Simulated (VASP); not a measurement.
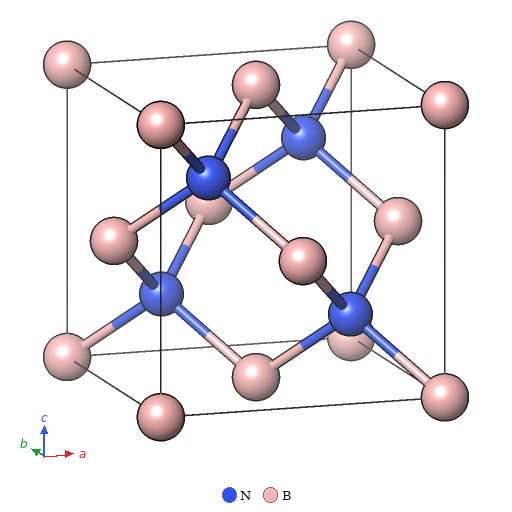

System: BN, space group F-43m (No. 216). The picture shows the conventional cell.

Structure:
```cif
data_structure
_symmetry_space_group_name_H-M 'P 1'
_symmetry_Int_Tables_number 1
_cell_length_a 2.5640
_cell_length_b 2.5640
_cell_length_c 2.5640
_cell_angle_alpha 60.000
_cell_angle_beta 60.000
_cell_angle_gamma 60.000
_cell_volume 11.92
loop_
_atom_site_label
_atom_site_type_symbol
_atom_site_fract_x
_atom_site_fract_y
_atom_site_fract_z
_atom_site_occupancy
N1 N 0.25000 0.25000 0.25000 1
B1 B 0.00000 0.00000 0.00000 1
```

How it was computed, with VASP 6.6.1: plane-wave DFT, no spin polarisation; energies at scaled volumes of the given cell, shape and fractions fixed, counted from the fit's minimum, third-order Birch-Murnaghan fit. Level: PBEsol.

```tsv
setting	value
k mesh	13×13×13
occupations	Fermi–Dirac
smearing width	0.05 eV
potentials	VASP PAW PBE potentials, recommended
wave cutoff	520 eV
```

What does the calculation give for the energy and pressure against volume? The volume takes the values 5.6017, 5.7209, 5.8401, 5.9593, 6.0785, 6.1977, 6.3168 Å³/atom.

A third-order Birch–Murnaghan fit gives V0 = 5.87 Å³/atom, B0 = 386 GPa and B′ = 3.7. The energy is 16.28 meV/atom at volume 5.6017 Å³/atom and 36.04 meV/atom at 6.3168 Å³/atom; the lowest computed point is at volume 5.8401 Å³/atom (0.23 meV/atom). The pressure falls from 19.65 GPa at volume 5.6017 Å³/atom to −24.88 GPa at 6.3168 Å³/atom, and changes sign near 5.87 Å³/atom.

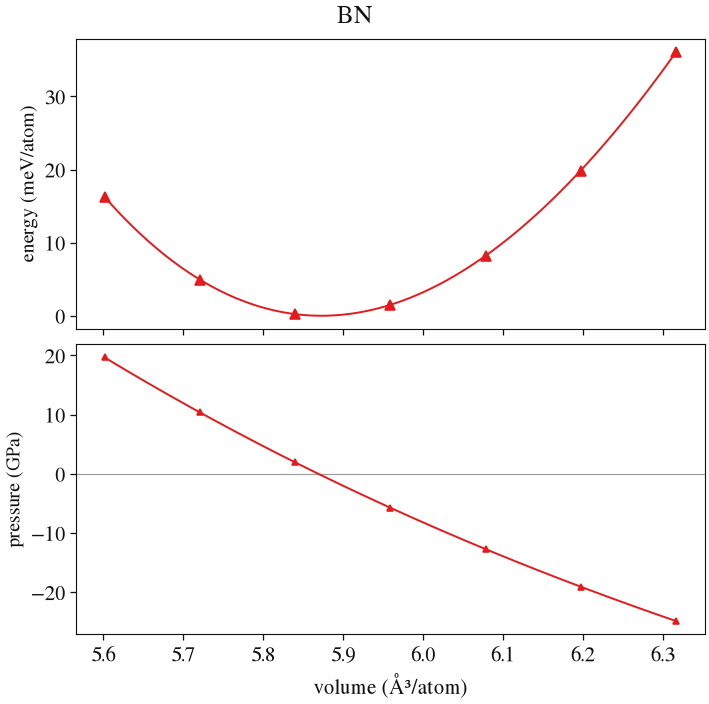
